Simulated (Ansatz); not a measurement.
Fermi surface of Si$_{2}$W (I4/mmm) from first principles.

Input file:

```yaml
crystal:
  lattice:
    - [-1.6069, 1.6069, 3.91495]
    - [1.6069, -1.6069, 3.91495]
    - [1.6069, 1.6069, -3.91495]
  atoms:
    - { symbol: Si, position: [0.3347, 0.3347, 0.0] }
    - { symbol: Si, position: [0.6653, 0.6653, 0.0] }
    - { symbol: W, position: [0.0, 0.0, 0.0] }
basis:
  ecutwfc: 420
kpoints:
  mp_grid: { grid: [18, 18, 18] }
hamiltonian:
  xc: pbe
scf:
  occupations: { method: gaussian, width: 0.05 }
output:
  forces: true
  eigenvalues: true
  eigenstates:
    nscf_kmesh: { grid: [20, 20, 20] }
    top_band: c12
    de_dk: true
    localisation: true
  stress: true
checkpoint:
  write: ck
  compress: false
  write_wavefunctions: false
  write_every: 100000
magnetization:
  noncollinear: true
  spin_orbit: true
```

Launched as:

```sh
ansatz run input.yaml --threads 1 --pin off --max-ram 3072MiB --backend cpu --events-out ev --progress --plain --runs-dir out
```

All numbers here come from DFT PBE, spin-orbit coupling, plane waves, PAW; levels and slopes on a k mesh at the converged density in Ansatz 0.2.0. Non-magnetic. With an inversion centre and no moment every band is doubly degenerate; a pair is shown and named once. Mesh 20×20×20, interpolated with the band slopes. Unrelaxed database geometry (residual pressure 3 GPa).

Two doubly degenerate bands cross the Fermi level; this is a three-dimensional metal. The density of states at the Fermi level is 0.22 states/eV per primitive cell. The intraband plasma frequencies along the cartesian axes x, y and z of the cell as given are 2.4, 2.4 and 2.8 eV.

Band pair 21/22: one hole pocket centred at Γ (2.0 % of the zone); mean Fermi speed 7.5 × 10⁵ m/s; weight W (69 %) and Si (31 %).
Band pair 23/24: one electron pocket centred at M (2.0 % of the zone); mean Fermi speed 6.4 × 10⁵ m/s; weight W (53 %) and Si (47 %).
A pocket cut by a face of the zone is counted once with the part on the opposite face.
Weights are shares of the states' density in the atoms' Voronoi cells.

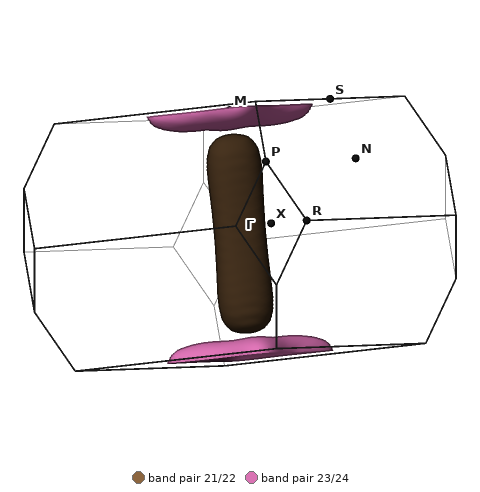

Each colour is one band. The brighter face of a sheet looks towards empty states.

The mesh is coarse (steps of 0.14 Å⁻¹). Necks and pockets thinner than about two mesh steps aren't resolved, so separate pockets may in truth be joined.
